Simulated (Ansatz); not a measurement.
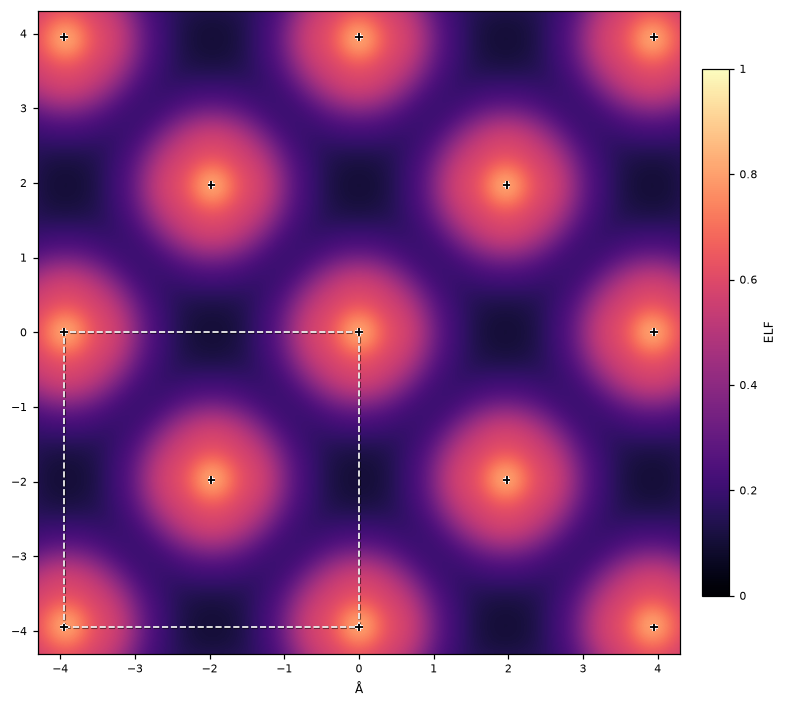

The electron localisation function on a plane through atoms (crosses mark nuclei in the plane).

These are results of Ansatz, DFT r2SCAN, scalar-relativistic, plane waves, PAW, not measurements.

Candidates:
A. W, a = 4.02 Å, b = 4.02 Å, c = 4.02 Å, α = 90.00°, β = 90.00°, γ = 90.00°. Space group Fm-3m.
B. Au, a = 3.95 Å, b = 3.95 Å, c = 3.95 Å, α = 90.00°, β = 90.00°, γ = 90.00°. Space group Fm-3m; changed on purpose from its base cell (volume × 0.88); computed pressure about 29 GPa in this cell; computed without spin polarisation.
C. Ge, a = 5.67 Å, b = 5.67 Å, c = 5.67 Å, α = 90.00°, β = 90.00°, γ = 90.00°. Space group Fd-3m; a structure from a database of computed crystals, not necessarily the ambient phase.

**Which candidate gave the map?**

Candidate B: Au on the (001) plane of the conventional cell, which holds Au. Au–Au (2.79 Å): the ELF is about 0.20 at the midpoint; no shared electron pair shows on this line.
